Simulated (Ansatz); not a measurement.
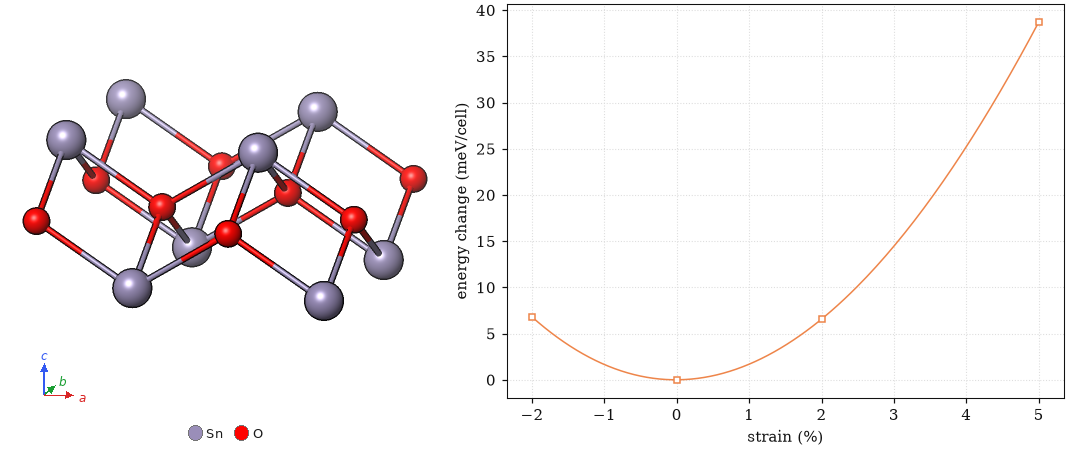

Plotted: energy change against strain for SnO (a slab or sheet, periodic in two directions). The slab (repeated in the plane, vacuum cut away) is drawn beside the plot.

Structure:
```yaml
crystal:
  lattice:
    - [3.82060, 0.00000, 0.00000]
    - [0.00000, 3.82060, 0.00000]
    - [0.00000, 0.00000, 30.63490]
  atoms:
    - { symbol: Sn, position: [0.75000, 0.25000, 0.46142] }
    - { symbol: O, position: [0.25000, 0.25000, 0.50000] }
    - { symbol: O, position: [0.75000, 0.75000, 0.50000] }
    - { symbol: Sn, position: [0.25000, 0.75000, 0.53858] }
```

Method: a free-standing sheet under strain in its plane, atoms relaxed at each strain, energy counts from the given unstrained cell, the sheet is isolated along c, plane waves with PAW datasets, Γ-centred k mesh (Ansatz 0.2.0). Level: PBE with D3(BJ), no spin polarisation.

- wave cutoff: 420 eV
- k mesh: 6×6×1
- occupations: Gaussian
- smearing width: 0.02 eV
- boundary: isolated
- strain kind: along x

> Is the starting structure at a minimum along this coordinate?

Yes: the energy rises on both sides of the starting structure, which is therefore a minimum along this path.

Limits of the calculation: structure snapped to symmetry; xc potential rough in thin density.
